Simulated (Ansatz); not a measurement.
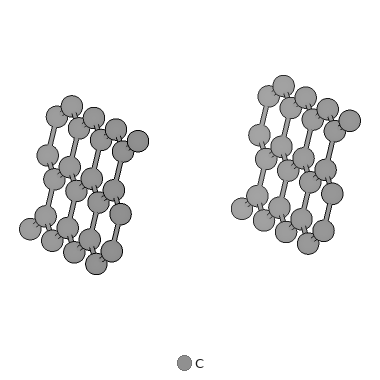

The system is F₂ on a C(101) slab cut from the P6/mmm phase, its upper half relaxed before the scan (12 atoms of substrate and one adsorbate in a 2 × 1 cell); the picture shows it without the atoms that are moved over the map. F2 lies flat over one site of a rigid substrate while its bond length and height are varied; it sits over a top site over C11, heights counted from the top plane, its axis along the second surface vector. First axis: distance F13-F14. Second axis: height of the F2 axis above the plane of C11. The grid has 8 × 8 points. At 15 points there is no value (left out: too close to the surface, or the stretched molecule far from it). Points are written as (first, second). Energies: eV, counted from the lowest grid point. Method: DFT PBE, scalar-relativistic, plane waves, PAW (Ansatz 0.2.0). Settings: cutoff 420 eV, k-mesh 6×3×1, gaussian smearing 0.1 eV, no spin polarisation.

Range: distance F13-F14 from 1.320 to 2.997 Å; height of the F2 axis above the plane of C11 from 0.80 to 3.60 Å.

Question: What landscape does the calculation give?

Answer: The lowest grid point is at (2.332 Å, 0.80 Å). It lies on the edge of the grid, but the force there points inwards, so the minimum lies inside the range. The highest grid point, (1.320 Å, 0.80 Å), lies 18.2 eV above the lowest.

| second ↓, first → | 1.320 | 1.420 | 1.560 | 1.778 | 2.039 | 2.332 | 2.653 | 2.997 |
| --- | --- | --- | --- | --- | --- | --- | --- | --- |
| 3.60 | 5.8 | 5.6 | 5.8 | 6.3 | – | – | – | – |
| 3.00 | 5.8 | 5.6 | 5.7 | 6.2 | – | – | – | – |
| 2.60 | 5.9 | 5.7 | 5.7 | 6.0 | – | – | – | – |
| 2.08 | 6.5 | 6.2 | 5.8 | 5.5 | 5.4 | – | – | – |
| 1.76 | 7.5 | 6.6 | 5.5 | 4.4 | 4.0 | 4.1 | 4.5 | 5.0 |
| 1.44 | 8.4 | 6.5 | 4.6 | 2.9 | 2.3 | 2.3 | 2.9 | 3.6 |
| 1.12 | 10.2 | 7.1 | 4.1 | 1.4 | 0.4 | 0.5 | 1.3 | 2.3 |
| 0.80 | 18.2 | 12.9 | 7.6 | 3.0 | 0.6 | 0.0 | 0.5 | 1.5 |

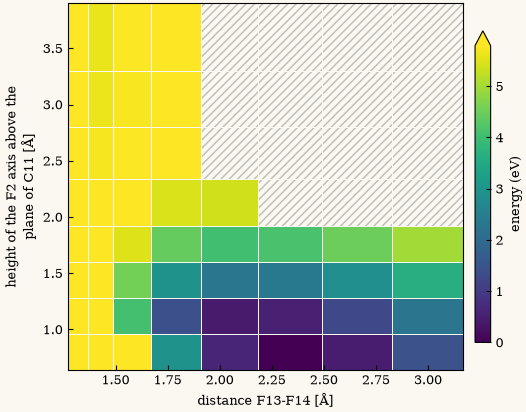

The picture shows one coloured cell a grid point, one colour for all values above the top of the scale, hatched blanks where no value was computed.

Each point was launched as `ansatz run input.yaml --threads 1 --pin off --max-ram 3072MiB --backend cpu --events-out ev --progress --plain --runs-dir out`. The whole map (49 points run) took 110 min on 1 thread of Arm Neoverse N1 (shared host).

PAW datasets: the set soft_1.
